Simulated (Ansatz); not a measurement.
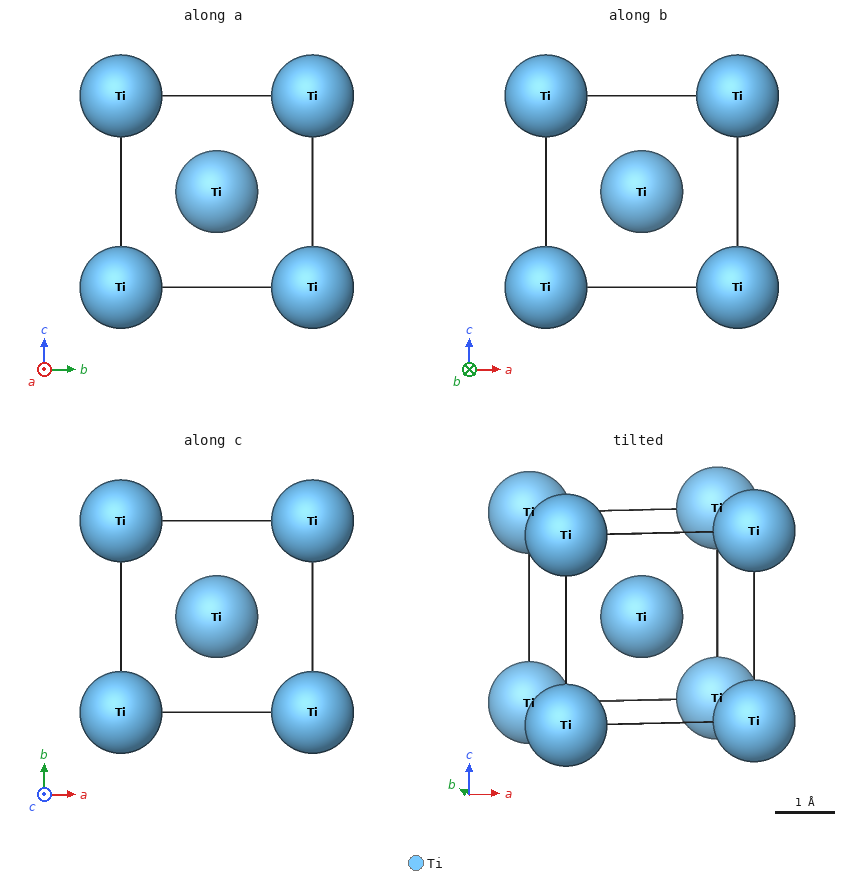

Shown here is a spheres-only view of the crystal, taken along the a axis, along the b axis, along the c axis and slightly off an axis. The edges of the conventional unit cell are marked.

Lattice parameters: a = 3.249 Å, b = 3.249 Å, c = 3.249 Å, α = 90.00°, β = 90.00°, γ = 90.00°. Put a along x and b in the xy plane.

Question: Write down what is shown as a POSCAR file.

Answer:
```
Ti
1.0
     3.249    0.000    0.000
     0.000    3.249    0.000
     0.000    0.000    3.249
Ti
2
Direct
  0.0000 0.0000 0.0000
  0.5000 0.5000 0.5000
```

The cell started as a structure type filled with this element by a generator (whether the element takes this form wasn't checked). Earlier steps of the study may have refined or changed the cell and positions. It was run through Ansatz as a DFT input.

At this level of theory the cell isn't at rest (compressed, at 4 GPa), so its distances can differ from those at equilibrium, the more so the softer the solid.
